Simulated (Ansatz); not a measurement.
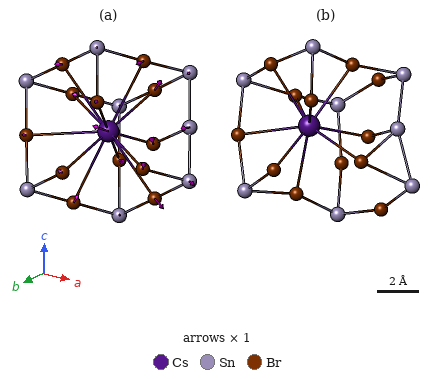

The structure of a defect cell of composition Cs8Sn9Br24 before (left) and after (right) a relaxation, at one scale. The purple arrows give the displacements, at their true length.

A ball-and-stick model of the atoms within 5.0 Å of the atom that moves most (axes of the cell of the calculation), seen from a free direction.

Computed with Ansatz 0.2.0, DFT, PBEsol, PAW, plane waves. (plane-wave cutoff 420 eV; k-point mesh 1 × 1 × 1; mesh shifted by (0.25, 0.25, 0.25); no spin polarisation; atoms relaxed in a fixed cell; force threshold 0.03 eV/Å; at most 80 steps)

What changed between the two?

Answer. The energy falls by 3.629 eV per cell of the calculation in 18 geometry steps. Largest force component: 2.6 eV/Å at the start, 0.017 eV/Å at the end. The largest move is that of a Cs atom, 1.00 Å along −a. Largest moves by element: Cs 1.00 Å, Br 0.84 Å, Sn 0.77 Å. The cell stays as it was. Some distances before and after: Br–Cs 4.078 → 5.607 Å, Br–Cs 4.034 → 5.553 Å, Br–Cs 4.024 → 5.273 Å, Br–Sn 4.109 → 2.874 Å. Bonds break: Br–Cs (4.02 → 5.27 Å), Br–Cs (4.03 → 5.55 Å), Br–Cs (4.08 → 5.61 Å). Bond angles that change, for instance: Sn–Sn–Sn 179.7° → 147.4°, Sn–Sn–Br 90.2° → 76.6°, Sn–Sn–Br 89.6° → 93.1°.
